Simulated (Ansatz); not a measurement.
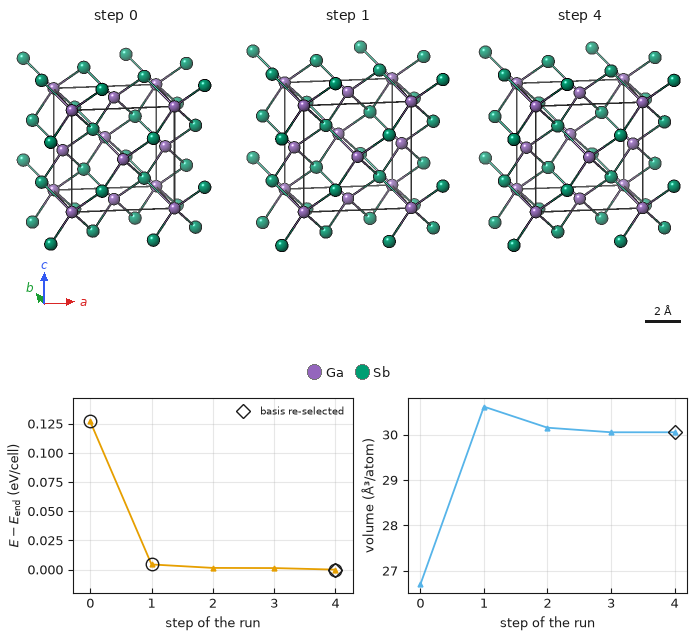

Frames of a relaxation of crystalline GaSb (built on the zincblende type), marked on the history of the run. A ball-and-stick model of the conventional cell (4 times the calculation's cell), seen slightly off an axis. Lengths and directions refer to the drawn axes.

Method: DFT, PBE, plane waves, PAW (Ansatz 0.2.0). Settings: plane-wave cutoff 420 eV; k-point mesh 6 × 6 × 6; occupations fermi dirac; smearing width 0.02 eV; no spin polarisation; cell and atoms relaxed; force threshold 0.005 eV/Å.

Question: Describe the path.

Answer: The atoms keep their places relative to the cell (all moves are under 0.005 Å). The volume changes by +12.6 %, with a = b = c 5.978 → 6.218 Å (+4.0 %). Among the contacts that change: Ga–Sb 2.588 → 2.693 Å. The space group stays F-43m (No. 216). The energy falls by 0.127 eV per cell of the calculation in 3 accepted moves (4 points after the start). All forces vanish by symmetry, so only the cell relaxes. The pressure goes from 6.84 to 0.00 GPa. At 1 point the geometry stayed and the basis and grid were re-selected for the new cell (energy shift of 1.3 meV per cell of the calculation at most each time). Cost: 2.7 s on 4 threads of Arm Neoverse V1, on a shared host, peak memory 0.35 GiB. From step 0 to 1: volume +14.7 %, energy −0.123 eV per cell of the calculation. From step 1 to 4: volume −1.8 %, energy −4.4 meV per cell of the calculation.
